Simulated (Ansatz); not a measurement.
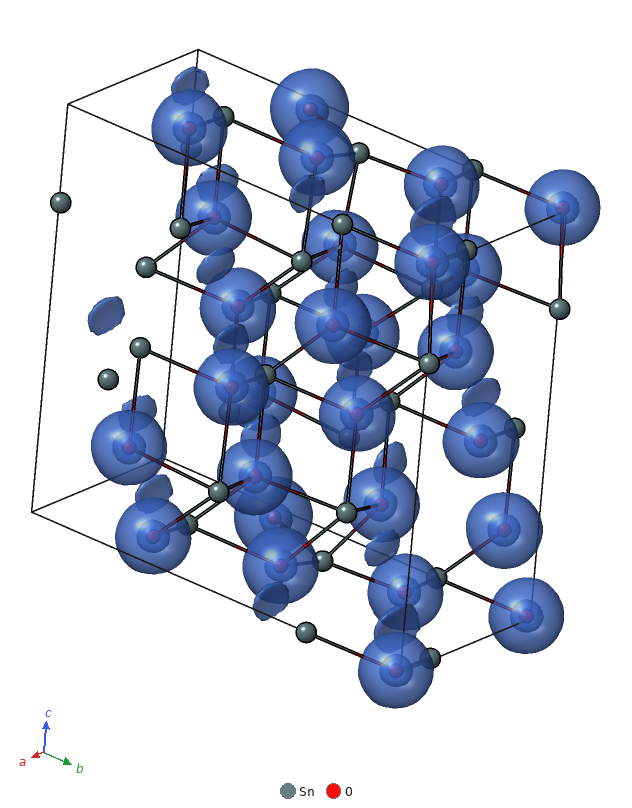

Sn16O17 (cell with a defect). Isosurface of the electron localisation function at 0.7 (blue), seen slightly off an axis. Core shells and regions of very low density are left out. Sticks mark near contacts.

All numbers below come from Ansatz 0.2.0, DFT PBE+D3(BJ), scalar-relativistic, plane waves, PAW.

### Where are the electrons localised?

At this value the surface marks out 15 lobes on Sn, pointing away from the bonds (lone pairs) and 17 regions wrapped around O (the valence shell of each), counted in one cell of 33 atoms. Regions shared between cells count once.

Values along the shortest contacts:
Sn–O (1.94 Å): the ELF peaks at about 0.75 in the valence shell of O, 0.6 Å from its nucleus, and is about 0.30 at the midpoint: no shared electron pair shows on this line. Sn–O (2.07 Å): the ELF peaks at about 0.80 in the valence shell of O, 0.6 Å from its nucleus, and is about 0.25 at the midpoint (no shared electron pair shows on this line).
